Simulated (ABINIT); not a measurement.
## Ce: geometry relaxation (part 4 of 4)

Continued. System: Ce (Im-3m, 1 atom in the cell). Method: Kohn-Sham DFT of a periodic cell, LDA, JTH PAW LDA v2.0, spin-polarised (ABINIT 10.8.3); cutoff 544.23 eV, 8×8×8 k-mesh, fermi-dirac of 0.05 eV, collinear spins. The structure derives from a Materials Project entry.

Geometry of the input (Å; fractional positions):
```
-1.9433  1.9433  1.9433
1.9433  -1.9433  1.9433
1.9433  1.9433  -1.9433
Ce 0.0000  0.0000  0.0000
```

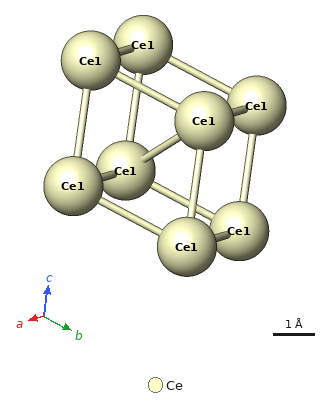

Fig. 1: The geometry at step 3 of the log (ball-and-stick view of the cell of the calculation, seen slightly off an axis; atoms are numbered from 1 in the order of the input).

### What the program printed, continued
```
 Cartesian coordinates (xcart) [bohr]
  0.00000000000000E+00  0.00000000000000E+00  0.00000000000000E+00
 Reduced coordinates (xred)
  0.00000000000000E+00  0.00000000000000E+00  0.00000000000000E+00
 Cartesian forces (fcart) [Ha/bohr]; max,rms= 0.00000E+00 0.00000E+00 (free atoms)
 -0.00000000000000E+00 -0.00000000000000E+00 -0.00000000000000E+00
 Gradient of E wrt nuclear positions in reduced coordinates (gred)
 -0.00000000000000E+00 -0.00000000000000E+00 -0.00000000000000E+00
 Scale of Primitive Cell (acell) [bohr]
  5.97592571082359E+00  5.97592571082359E+00  5.97592571082359E+00
 Real space primitive translations (rprimd) [bohr]
 -3.45020231780121E+00  3.45020231780121E+00  3.45020231780121E+00
  3.45020231780121E+00 -3.45020231780121E+00  3.45020231780121E+00
  3.45020231780121E+00  3.45020231780121E+00 -3.45020231780121E+00
 Unitary Cell Volume (ucvol) [Bohr^3]=  1.64283398746185E+02
 Angles (23,13,12)= [degrees]
  1.09471220634491E+02  1.09471220634491E+02  1.09471220634491E+02
 Lengths [Bohr]
  5.97592571082359E+00  5.97592571082359E+00  5.97592571082359E+00
 Stress tensor in cartesian coordinates (strten) [Ha/bohr^3]
  1.74560527057416E-08  0.00000000000000E+00  0.00000000000000E+00
  0.00000000000000E+00  1.74560527057416E-08  0.00000000000000E+00
  0.00000000000000E+00  0.00000000000000E+00  1.74560527074763E-08
 Total energy (etotal) [Ha]= -3.94894303335440E+01

 Difference of energy with previous step (new-old):
           Absolute (Ha)=-4.20843E-08
           Relative     =-1.06571E-09

 At Broyd/MD step   7, gradients are converged :
  max grad (force/stress) = 1.7456E-06 < tolmxf= 2.0000E-05 ha/bohr (free atoms)

================================================================================

 ----iterations are completed or convergence reached----

 Mean square residual over all n,k,spin=   74.609E-14; max=  21.569E-12
 reduced coordinates (array xred) for    1 atoms
       0.000000000000      0.000000000000      0.000000000000
 rms dE/dt=  0.0000E+00; max dE/dt=  0.0000E+00; dE/dt below (all hartree)
    1       0.000000000000      0.000000000000      0.000000000000

 cartesian coordinates (angstrom) at end:
    1      0.00000000000000     0.00000000000000     0.00000000000000

 cartesian forces (hartree/bohr) at end:
    1     -0.00000000000000    -0.00000000000000    -0.00000000000000
 frms,max,avg= 0.0000000E+00 0.0000000E+00   0.000E+00  0.000E+00  0.000E+00 h/b

 cartesian forces (eV/Angstrom) at end:
    1     -0.00000000000000    -0.00000000000000    -0.00000000000000
 frms,max,avg= 0.0000000E+00 0.0000000E+00   0.000E+00  0.000E+00  0.000E+00 e/A
 length scales=  5.975925710824  5.975925710824  5.975925710824 bohr
              =  3.162323698072  3.162323698072  3.162323698072 angstroms
 Fermi (or HOMO) energy (hartree) =   0.45407   Average Vxc (hartree)=  -0.43458
 Magnetization (Bohr magneton)=  8.52484749E-09
 Total spin up =  6.00000000E+00   Total spin down =  6.00000000E+00
 Eigenvalues (hartree) for nkpt=  29  k points, SPIN UP:
 kpt#   1, nband= 14, wtk=  0.00195, kpt=  0.0000  0.0000  0.0000 (reduced coord)
  -0.82230   -0.11175   -0.11175   -0.11175    0.36368    0.45872    0.45872    0.45872
   0.49569    0.49569    0.49569    0.50657    0.52657    0.52657
      occupation numbers for kpt#   1
   1.00000    1.00000    1.00000    1.00000    1.00000    0.07395    0.07395    0.07395
   0.00000    0.00000    0.00000    0.00000    0.00000    0.00000
 prteigrs : prtvol=0 or 1, do not print more k-points.

 Eigenvalues (hartree) for nkpt=  29  k points, SPIN DOWN:
 kpt#   1, nband= 14, wtk=  0.00195, kpt=  0.0000  0.0000  0.0000 (reduced coord)
  -0.82230   -0.11175   -0.11175   -0.11175    0.36368    0.45872    0.45872    0.45872
   0.49569    0.49569    0.49569    0.50657    0.52657    0.52657
      occupation numbers for kpt#   1
   1.00000    1.00000    1.00000    1.00000    1.00000    0.07395    0.07395    0.07395
   0.00000    0.00000    0.00000    0.00000    0.00000    0.00000
 prteigrs : prtvol=0 or 1, do not print more k-points.

--- !EnergyTerms
iteration_state     : {dtset: 1, itime: 7, icycle: 1, }
comment             : Components of total free energy in Hartree
kinetic             :  1.00477395374161E+01
hartree             :  3.98858811422027E+00
xc                  : -6.26638897339380E+00
Ewald energy        : -3.79723830994957E+01
psp_core            :  1.99381199963815E+00
local_psp           : -1.95201964537748E+01
PAW spherical_terms :  8.24042295084081E+00
internal            : -3.94884059245490E+01
'-kT*entropy'       : -1.02468936445812E-03
total_energy        : -3.94894306139134E+01
total_energy_eV     : -1.07456214906907E+03
...

--- !EnergyTermsDC
iteration_state     : {dtset: 1, itime: 7, icycle: 1, }
comment             : '"Double-counting" decomposition of free energy'
band_energy         : -9.07951590344377E-01
Ewald energy        : -3.79723830994957E+01
psp_core            :  1.99381199963815E+00
xc_dc               : -2.74939248955926E+00
PAW spherical_terms :  1.47509535581668E-01
internal            : -3.94884056441795E+01
'-kT*entropy'       : -1.02468936445812E-03
total_energy_dc     : -3.94894303335440E+01
total_energy_dc_eV  : -1.07456214143982E+03
...

--- !EnergyTermsWithPAWCore
iteration_state     : {dtset: 1, itime: 7, icycle: 1, }
comment             : 'Components of total free energy, including PAW core contributions'
Total energy        : -8.85412845716700E+03
Total energy DC     : -8.85412845688663E+03
Total energy (eV)   : -2.40933109319503E+05
Total energy DC (eV): -2.40933109311874E+05
...

 Cartesian components of stress tensor (hartree/bohr^3)
  sigma(1 1)=  1.74560527E-08  sigma(3 2)=  0.00000000E+00
  sigma(2 2)=  1.74560527E-08  sigma(3 1)=  0.00000000E+00
  sigma(3 3)=  1.74560527E-08  sigma(2 1)=  0.00000000E+00

-Cartesian components of stress tensor (GPa)         [Pressure= -5.1357E-04 GPa]
- sigma(1 1)=  5.13574802E-04  sigma(3 2)=  0.00000000E+00
- sigma(2 2)=  5.13574802E-04  sigma(3 1)=  0.00000000E+00
- sigma(3 3)=  5.13574802E-04  sigma(2 1)=  0.00000000E+00

== END DATASET(S) ==============================================================
================================================================================

 -outvars: echo values of variables after computation  --------
            acell      5.9759257108E+00  5.9759257108E+00  5.9759257108E+00 Bohr
           etotal     -3.9489430334E+01
            fcart     -0.0000000000E+00 -0.0000000000E+00 -0.0000000000E+00
            rprim     -5.7735026919E-01  5.7735026919E-01  5.7735026919E-01
                       5.7735026919E-01 -5.7735026919E-01  5.7735026919E-01
                       5.7735026919E-01  5.7735026919E-01 -5.7735026919E-01
           strten      1.7456052706E-08  1.7456052706E-08  1.7456052707E-08
                       0.0000000000E+00  0.0000000000E+00  0.0000000000E+00
 Calculation completed.
```

### Trajectory as extended XYZ (Å, eV, eV/Å), 7 frames, from step=0 to step=6
```
1
Lattice="-1.9433 1.9433 1.9433 1.9433 -1.9433 1.9433 1.9433 1.9433 -1.9433" Properties=species:S:1:pos:R:3:forces:R:3 step=0 energy=-1074.44303
Ce    0.0000    0.0000    0.0000    0.0000   0.0000   0.0000
1
Lattice="-1.9312 1.9312 1.9312 1.9312 -1.9312 1.9312 1.9312 1.9312 -1.9312" Properties=species:S:1:pos:R:3:forces:R:3 step=1 energy=-1074.46345
Ce    0.0000    0.0000    0.0000    0.0000   0.0000   0.0000
1
Lattice="-1.7016 1.7016 1.7016 1.7016 -1.7016 1.7016 1.7016 1.7016 -1.7016" Properties=species:S:1:pos:R:3:forces:R:3 step=2 energy=-1074.35248
Ce    0.0000    0.0000    0.0000    0.0000   0.0000   0.0000
1
Lattice="-1.8568 1.8568 1.8568 1.8568 -1.8568 1.8568 1.8568 1.8568 -1.8568" Properties=species:S:1:pos:R:3:forces:R:3 step=3 energy=-1074.55251
Ce    0.0000    0.0000    0.0000    0.0000   0.0000   0.0000
1
Lattice="-1.8342 1.8342 1.8342 1.8342 -1.8342 1.8342 1.8342 1.8342 -1.8342" Properties=species:S:1:pos:R:3:forces:R:3 step=4 energy=-1074.56141
Ce    0.0000    0.0000    0.0000    0.0000   0.0000   0.0000
1
Lattice="-1.8254 1.8254 1.8254 1.8254 -1.8254 1.8254 1.8254 1.8254 -1.8254" Properties=species:S:1:pos:R:3:forces:R:3 step=5 energy=-1074.56214
Ce    0.0000    0.0000    0.0000    0.0000   0.0000   0.0000
1
Lattice="-1.8258 1.8258 1.8258 1.8258 -1.8258 1.8258 1.8258 1.8258 -1.8258" Properties=species:S:1:pos:R:3:forces:R:3 step=6 energy=-1074.56214
Ce    0.0000    0.0000    0.0000    0.0000   0.0000   0.0000
```

### Summary

```json
{"quantity": "outcome", "value": "converged"}
{"quantity": "space group (tolerance 0.01 Å)", "value": "Im-3m (229)"}
{"quantity": "electrons treated", "value": "12"}
{"quantity": "free energy", "value": "−1074.5621 eV"}
{"quantity": "Fermi energy", "value": "12.356 eV"}
{"quantity": "gap on the k-point mesh", "value": "none (metallic)"}
{"quantity": "net moment of the cell", "value": "0.00 μB"}
{"quantity": "pressure", "value": "0.00 GPa"}
{"quantity": "final volume", "value": "24.34 Å³"}
{"quantity": "largest force (length of the vector) at the end", "value": "under 0.001 eV/Å"}
{"quantity": "final cell", "value": "a = 3.162 Å, b = 3.162 Å, c = 3.162 Å, α = 109.47°, β = 109.47°, γ = 109.47°"}
{"quantity": "hardware", "value": "1 thread of Arm Neoverse V1, 112 GiB of memory available, shared host"}
{"quantity": "wall time", "value": "7.4 min"}
{"quantity": "peak memory", "value": "0.17 GiB"}
```
